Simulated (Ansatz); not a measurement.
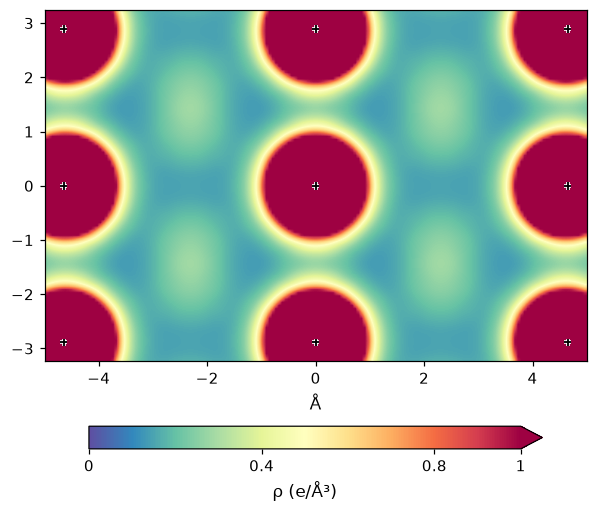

The valence electron density on a plane through atoms (crosses mark nuclei in the plane).

Level of theory: DFT PBEsol, scalar-relativistic, plane waves, PAW (Ansatz 0.2.0).

Candidates:
A. Ti, a = 2.73 Å, b = 2.73 Å, c = 3.96 Å, α = 90.00°, β = 90.00°, γ = 90.00°. Space group I4/mmm; changed on purpose from its base cell (strain -0.050 along x and y, -0.025 along z, atoms carried along); computed pressure about 18 GPa in this cell; computed without spin polarisation.
B. Ir, a = 2.85 Å, b = 2.85 Å, c = 3.74 Å, α = 90.00°, β = 90.00°, γ = 90.00°. Space group I4/mmm; changed on purpose from its base cell (strain +0.050 along x and y, -0.025 along z, atoms carried along); computed pressure about −24 GPa in this cell; computed without spin polarisation.
C. Au, a = 3.31 Å, b = 4.65 Å, c = 4.73 Å, α = 90.00°, β = 90.00°, γ = 90.00°. Space group Fmmm; a structure from a database of computed crystals, not necessarily the ambient phase; changed on purpose from its base cell (strain +0.0175 x Voigt [0, 0, 0, 1, 0, 0], atoms carried along); computed pressure about −9 GPa in this cell; computed without spin polarisation.

> Which system is this?

Candidate C: Au on the (101) plane of the conventional cell, which holds Au.
